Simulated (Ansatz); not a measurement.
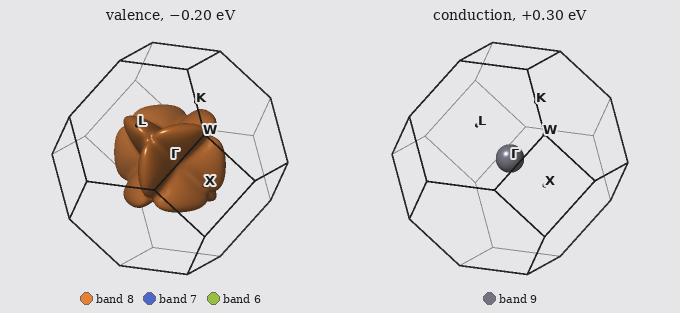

MgS in space group F-43m: constant-energy surfaces at both band edges (energies from each edge).

Method: Ansatz, DFT PBE, scalar-relativistic, plane waves, PAW; levels and slopes on a dense k mesh at the converged density. No spin polarisation. k mesh for the levels: 34×34×34. Cell and positions as given, without relaxation. The cell comes from a database of computed structures, not from a measurement.

Masses come from a second pass at points close to the extrema; at the energies drawn a band may no longer be parabolic.

**What kind of gap has this crystal, and what size does the calculation give?**

The gap is direct, 3.45 eV at this level of theory, which underestimates gaps and can reorder valleys that lie close.

**Give the valleys and their effective masses.**

Valence band (extrema up to 0.20 eV from the edge): one maximum at Γ, three bands meeting there, with masses of 0.33 and 1.50 mₑ among them, each the same along x, y and z. Band 8 forms the valence edge; band 7 meets it there and band 6 meets it there.
Conduction band (extrema up to 0.30 eV from the edge): one minimum at Γ, mass 0.26 mₑ in all directions. Band 9 forms the conduction edge.

Where one band's surface lies inside another's, the outer one hides all or part of it.

Spin-orbit coupling, left out here, can split bands that meet at an edge and change their masses.

Cost: 48 s on 1 thread of Arm Neoverse V2, with other jobs on the host, peak memory 0.56 GiB.
